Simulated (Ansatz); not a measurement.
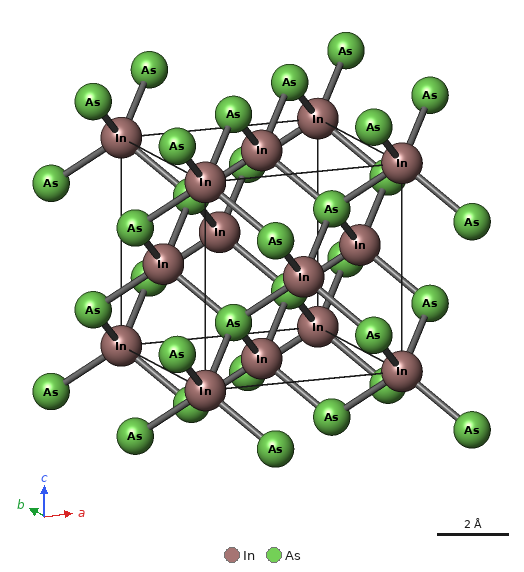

This is the input geometry for a relaxation of a crystal of InAs (set up in F-43m). Style: ball-and-stick. Shown: the conventional cell (4 times the calculation's cell), slightly off an axis. Lengths and directions refer to the drawn axes.

All numbers below come from Ansatz 0.2.0, DFT PBEsol, scalar-relativistic, plane waves, PAW.

Input file:
```yaml
crystal:
  lattice:
    - [0.0, 3.024, 3.024]
    - [3.024, 0.0, 3.024]
    - [3.024, 3.024, 0.0]
  atoms:
    - { symbol: In, position: [0.0, 0.0, 0.0] }
    - { symbol: As, position: [0.75, 0.75, 0.75] }
basis:
  ecutwfc: 420
kpoints:
  mp_grid: { grid: [12, 12, 12] }
hamiltonian:
  xc: pbesol
scf:
  occupations: { method: gaussian, width: 0.1 }
output:
  forces: true
  stress: true
  eigenvalues: true
relax:
  adjacent_minimum: "off"
  f_tol: 0.005
  max_steps: 80
  cell: { stress_tol: 0.05 }
```

Run as
```bash
ansatz run input.yaml --threads 2 --pin off --max-ram 5120MiB --backend cpu --events-out ev --progress --plain --runs-dir out
```

Where does the relaxation end?

Answer. The energy falls by 1.9 meV per atom in 2 accepted moves (3 points after the start). All forces vanish by symmetry, so only the cell relaxes. The pressure goes from 1.12 to −0.01 GPa. The SCF was repeated once at an unchanged geometry on a basis and grid sized afresh for the cell, which shifted the energy by 0.1 meV per atom at most. No atom moves by more than 0.005 Å relative to the cell. The volume changes by +2.0 %, with a = b = c 6.048 → 6.087 Å (+0.7 %). Near-neighbour distances that change, for instance: In1–As2 2.619 → 2.636 Å. The space group stays F-43m (No. 216). Cost: 11 s on 2 threads of Intel(R) Xeon(R) 6975P-C (Granite Rapids) (shared host), peak memory 0.45 GiB.
